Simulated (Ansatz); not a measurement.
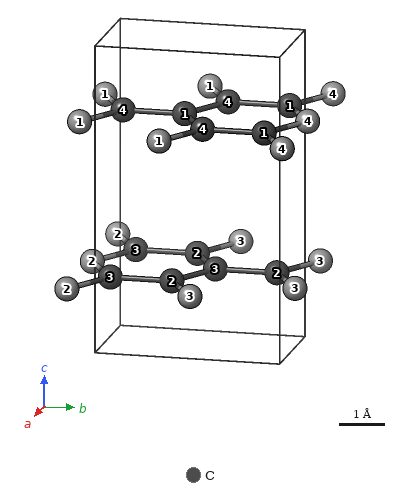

Figure 1. The structure (ball-and-stick view of the cell 2 times as large as that of the calculation, set on its symmetry axes, seen slightly off an axis; neighbours outside the cell are drawn fainter; atoms are numbered from 1 in the order of the input).

# Run report: C, phonon calculation

System: C (Fmmm, 4 atoms in the cell).
Method: DFT r2SCAN, scalar-relativistic, plane waves, PAW, no spin polarisation (Ansatz 0.2.0).

The structure derives from a Materials Project entry. It belongs to a series of runs on one base structure; here: zone-centre phonons and field response. Figures and captions count atoms from 1; the log counts them from 0 in places.

## The input
```yaml
crystal:
  lattice:
    - [1.2281302706, -2.1265078747, 0.0]
    - [1.2281302706, 2.1265078747, 0.0]
    - [0.0, 0.0, 7.1165350709]
  atoms:
    - { symbol: C, position: [0.0833306327, 0.9166693673, 0.75] }
    - { symbol: C, position: [0.5833306327, 0.4166693673, 0.25] }
    - { symbol: C, position: [0.9166693673, 0.0833306327, 0.25] }
    - { symbol: C, position: [0.4166693673, 0.5833306327, 0.75] }
basis:
  ecutwfc: 500
kpoints:
  mp_grid: { grid: [18, 18, 6] }
hamiltonian:
  xc: r2scan
scf:
  occupations: { method: fermi_dirac, width: 0.15 }
output:
  eigenvalues: true
phonons:
  method: dfpt
  eigenvectors: true
```

Run as:
```bash
ansatz run input.yaml --threads 1 --pin off --max-ram 3072MiB --backend cpu --events-out ev --progress --plain --runs-dir out
```

## Output
```
Engine: ansatz 0.2.0, x86_64-unknown-linux-gnu
Pseudopotentials: kind: paw
Pseudopotential: C, paw, valence charge 4, recommended cutoff 500 eV (meta_gga), C.paw.azcp
Functional definition: r2SCAN
  parameter k0 = 0.174
  parameter k1 = 0.065
  parameter a1 = 4.9479
  exchange = r2scan_x(k0 = k0, k1 = k1, a1 = a1)
  correlation = r2scan_c
Crystal: 4 atoms, lattice volume = 37.171 Å³
Basis set: ecut = 500 eV, 955 PW (Γ), exchange–correlation on 90×90×270 points (125 copies of the dense FFT grid, shifted against one another)
Bands: 12, of which v1, the nominal top of the filled ones, is band 8 counted from 1 (7 counted from 0)
Symmetry: 16 space group operations
k-points: 976 of 1944 (irreducible under 1 space group operation, time reversal used)
Non-local potential: C, projectors of the file, l = 0: 2, l = 1: 2, l = 2: 1
PAW form: soft (Blöchl's): semilocal exchange-correlation on the pseudo side does not see the compensation charge
PAW frozen core: C, regenerated for the run's functional (the file was generated under x = pbe(κ = 0.804, μ = 0.2195149727645171), c = pbe(β = 0.06672455060314922))
PAW one-centre angular grid: C, 302 points (default); XC on 239 of its mesh's 2573 points in the sphere
Initial density: superposition of atomic densities (neutral atoms: chi_scale 0, normalization atom), corrected by the library's trained network
Initial wavefunctions: pseudopotential atomic-orbital guess
Functional: x = r2scan, c = r2scan; τ floored in thin density (d = 2e-4 eV/Å³)
SCF iter   1: F=—  HF=-1006.595526 eV  |F-HF|=—  |Δ(HF+E_count)|=         —  Δρ=7.44e-3  dr2=5.65e-3  dr2_τ=8.26e-1  ethr=1.77e-3  ⟨swp⟩=5.7  Hψ=66239  notcnv=0
preconditioner: auto → none  [metal: Δε(μ)=0.076 eV  Ē_g=16.590 eV  σ=0.150 eV  W_gap=0.12  n_scr=4 (ndim 8)  ℏωp=24.4 eV  f_vac=0.049  D(μ)=0.06/eV (n_scr^D=0)  sad-step TF]
SCF iter   2: F=—  HF=-1006.671528 eV  |F-HF|=—  |Δ(HF+E_count)|=   7.60e-2  Δρ=5.32e-3  dr2=3.11e-3  dr2_τ=1.34e-4  ethr=3.53e-5  ⟨swp⟩=2.0  Hψ=31188  notcnv=0
SCF iter   3: F=—  HF=-1006.671661 eV  |F-HF|=—  |Δ(HF+E_count)|=   1.33e-4  Δρ=1.36e-3  dr2=4.15e-4  dr2_τ=1.37e-4  ethr=1.94e-5  ⟨swp⟩=2.7  Hψ=20418  notcnv=0
SCF iter   4: F=—  HF=-1006.671592 eV  |F-HF|=—  |Δ(HF+E_count)|=   6.85e-5  Δρ=8.10e-4  dr2=1.11e-4  dr2_τ=7.82e-6  ethr=2.60e-6  ⟨swp⟩=1.9  Hψ=17585  notcnv=0
SCF iter   5: F=—  HF=-1006.671581 eV  |F-HF|=—  |Δ(HF+E_count)|=   1.16e-5  Δρ=4.64e-5  dr2=2.66e-7  dr2_τ=7.17e-8  ethr=6.95e-7  ⟨swp⟩=2.4  Hψ=19748  notcnv=0
SCF iter   6: F=—  HF=-1006.671581 eV  |F-HF|=—  |Δ(HF+E_count)|=   1.06e-7  Δρ=3.20e-5  dr2=1.52e-7  dr2_τ=1.51e-8  ethr=1.66e-9  ⟨swp⟩=2.2  Hψ=19653  notcnv=0
SCF iter   7: F=—  HF=-1006.671581 eV  |F-HF|=—  |Δ(HF+E_count)|=   1.53e-8  Δρ=8.72e-6  dr2=1.17e-8  dr2_τ=1.11e-9  ethr=9.48e-10  ⟨swp⟩=2.0  Hψ=18738  notcnv=0
SCF iter   8: F=—  HF=-1006.671581 eV  |F-HF|=—  |Δ(HF+E_count)|=  7.95e-10  Δρ=5.40e-7  dr2=3.88e-11  dr2_τ=2.45e-12  ethr=7.30e-11  ⟨swp⟩=2.7  Hψ=20318  notcnv=0
SCF iter   9: F=-1006.671581 eV  HF=-1006.671581 eV  |F-HF|=6.82e-13  |Δ(HF+E_count)|=  4.09e-12  Δρ=1.68e-8  dr2=5.21e-14  dr2_τ=1.90e-15  ethr=1.00e-12  ⟨swp⟩=6.0  Hψ=52033  notcnv=0
the search or the solves at the SCF's close seem to have found levels that the self-consistency loop had missed (the run counts 2). By its estimate they hold under 1e-12 electrons; where the run keeps them, the occupations were computed again with them
SCF 1 converged in 9 iterations: F = -1006.671581 eV  dr2 = 5.21e-14
  greatest PAW one-centre occupation: 0.687 electrons in one spin orbital (limit 2), on the C atom at site 3 (counted from 0), in its partial waves of l = 0
DFPT response loops at Γ: preconditioner auto → Kerker (q_TF=auto, 2.371 Å⁻¹) (partly filled bands, converged f_vac=0.047); β = 1.00, the filter's whole step (`scf.mixing.beta` (0.50) is not read by the response loops under this deck's `scf.mixing.preconditioner`; to damp them name `kerker` or `kerker_dos`, under which they read `scf.mixing.beta`, and type it under 1.00, their step now; both keys bind the ground state too); Broyden in place of MSR1
SCF converged after 9 iterations
Free energy (F): -1006.671581 eV
Harris-Foulkes:  -1006.671581 eV  (|F-HF|=6.82e-13)
Internal energy: -1006.666825 eV  (E = F + TS)
E sigma→0 (E₀):  -1006.669203 eV
Entropy (-TS):   -0.004756 eV (-1.189 meV/atom)
Fermi energy:    6.394347 eV
--- Per-component energies (eV) ---
  E_band       = -54.087001
  E_kinetic    = 363.467304
  E_local      = -674.580047  (includes V_loc(G=0)·N_el)
  E_nonlocal   = 107.801030
  E_hartree    = 211.594660
  E_xc         = -188.850050
  E_vxc        = -261.612767  (∫ρ·V_xc dr)
  E_paw        = -403.516065  (= ΣΔE_a)
  E_vpaw       = -27.015501  (= ΣTr[D̂ρ^β])
  E_aug_tail   = 0.000021  (compensation charges beyond the density's cutoff)
  E_vtau       = 14.663635  (kinetic-family band-sum trace: ∫τ·v_τ [+ j·A + Jᵃ·Aᵃ] dr)
  E_ewald      = -422.484582
  E_core_change = -0.099095  (= ΣΔE_core)
  E_smearing   = -0.004756  (= −TS)
  E_closure    = 0.000000  (closes the sum)
  Σ components = -1006.671581   (vs F -1006.671581, Δ=0.00e0)
--- Band table (eV; the first three rows and the last of 976) ---
  k-point 0: bands = ["-14.5518", "-14.3670", "-2.4393", "-0.9556", "3.1413", "3.1497", "3.1564", "3.1615", "10.3127", "15.1204", "15.1481", "15.1691"]
  k-point 1: bands = ["-14.5399", "-14.3799", "-2.3536", "-1.0733", "3.1426", "3.1502", "3.1560", "3.1602", "10.6037", "15.1247", "15.1494", "15.1677"]
  k-point 2: bands = ["-14.5070", "-14.4146", "-2.1117", "-1.3777", "3.1463", "3.1514", "3.1547", "3.1564", "11.4222", "14.0625", "15.1364", "15.1531"]
  k-point 975: bands = ["-8.9335", "-8.9335", "-7.7064", "-7.7064", "-0.4584", "-0.4584", "3.8595", "3.8595", "8.1602", "8.1602", "14.1501", "14.1501"]
--- Phonons (Γ-DFPT): 3 representative perturbations + reference, on 976 of 1944 k-points (Σ response iterations 22) ---
  k mesh reduced under 1 symmetry operation, with k and −k counted as one. Each operation leaves every solved perturbation unchanged. A smaller set is not considered because the functional reads the kinetic-energy density
  ASR residual: 1.266e-3 → 0.000e0 eV/Å²; symmetrization residual: 3.122e-9 eV/Å²
  ASR residual per site (eV/Å²): 1.27e-3 1.27e-3 1.27e-3 1.27e-3
  Γ frequencies (cm⁻¹): -26.08 0.00 0.00 0.00 41.72 90.80 888.05 889.23 1583.41 1587.04 1590.51 1594.61
  non-analytic LO–TO correction: not included (Born effective charges unavailable; polar crystals: no LO–TO splitting at Γ)
```

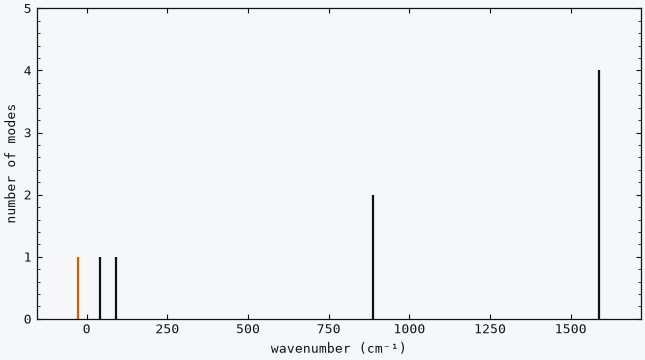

Figure 2. Optical phonons at the zone centre (no LO–TO term); neighbouring modes closer than 7 cm⁻¹ are counted in one stick, and imaginary ones are drawn at negative wavenumbers. 9 modes from 26i to 1595 cm⁻¹, 1 imaginary beyond 8i (26i cm⁻¹): the structure is unstable at the zone centre.

## Summary

- outcome: converged
- space group (tolerance 0.01 Å): Fmmm (69)
- electrons treated: 16
- free energy: −1006.6716 eV
- Fermi energy: 6.394 eV
- gap on the k-point mesh: none (metallic)
- hardware: 1 thread of Intel Xeon @ 2.50GHz (Skylake/Cascade Lake), 192 GiB of memory available, shared host
- wall time: 12 min
- peak memory: 2.1 GiB

## Remarks

Results for this metal are sensitive to the k-point mesh.
